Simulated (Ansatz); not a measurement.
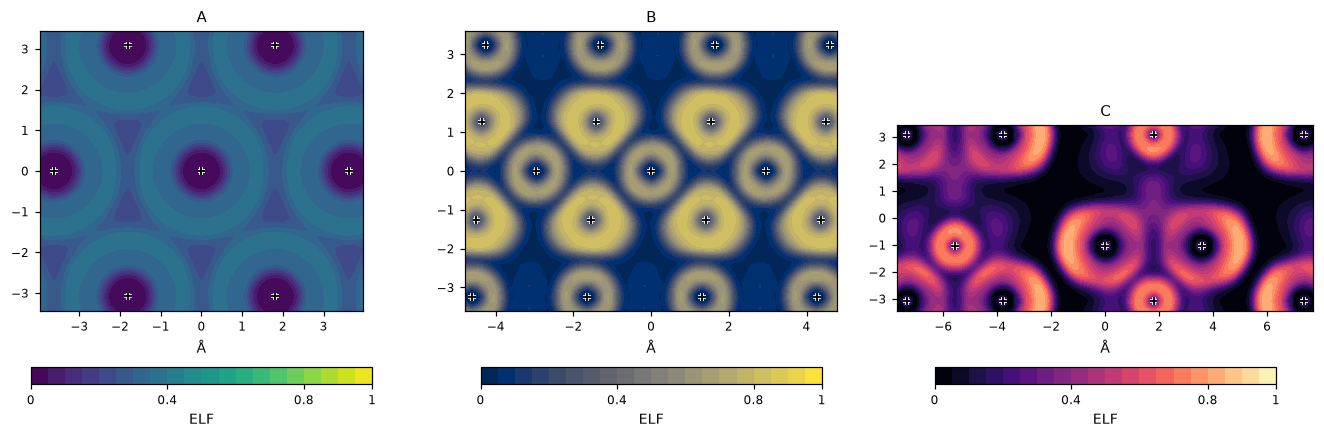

The ELF of 3 systems, each on a plane through atoms (crosses mark nuclei in the plane).

The calculation used Ansatz 0.2.0, DFT r2SCAN, scalar-relativistic, plane waves, PAW.

System 1: Sn, the (011) plane of the conventional cell. Space group Immm; a structure from a database of computed crystals, not necessarily the ambient phase; changed on purpose from its base cell (strain +0.050 along x and y, +0.050 along z, atoms carried along); computed pressure about −6 GPa in this cell.

```
CELL_PARAMETERS angstrom
3.62573 0.00000 0.00000
0.00000 3.72865 0.00000
0.00000 0.00000 4.91052
ATOMIC_POSITIONS crystal
Sn 0.00000 0.00000 0.00000
Sn 0.50000 0.50000 0.50000
```

System 2: Te2Mo, the (110) plane of the conventional cell. Space group P6₃/mmc; computed without spin polarisation.

```
Te Mo
1.0
     3.56355    0.00000    0.00000
    -1.78177    3.08612    0.00000
     0.00000    0.00000   14.72622
Te Mo
4 2
Cartesian
  0.0000 2.0574 9.2551
  1.7818 1.0287 1.8920
  0.0000 2.0574 12.8342
  1.7818 1.0287 5.4711
  0.0000 2.0574 3.6816
  1.7818 1.0287 11.0447
```

System 3: TiO2, the (011̄) plane of the conventional cell. Space group P2₁/c; changed on purpose from its base cell (strain +0.0750 x Voigt [0, 0, 0, 1, 0, 0], atoms carried along); not relaxed (largest force 0.4 eV/Å); computed without spin polarisation.

### Match each panel to its system.

Panel A is system 1, Sn: the plane holds Sn. Sn–Sn (3.58 Å): the ELF is about 0.30 at the midpoint. Panel B is system 3, TiO2: the plane holds Ti and O. Ti–O (1.90 Å): the ELF peaks at about 0.80 in the valence shell of O, 0.6 Å from its nucleus, and is about 0.20 at the midpoint (no localised pair shows between them). Panel C is system 2, Te2Mo: the plane holds Te and Mo. Te–Mo (2.73 Å): the ELF is about 0.55 at the midpoint.
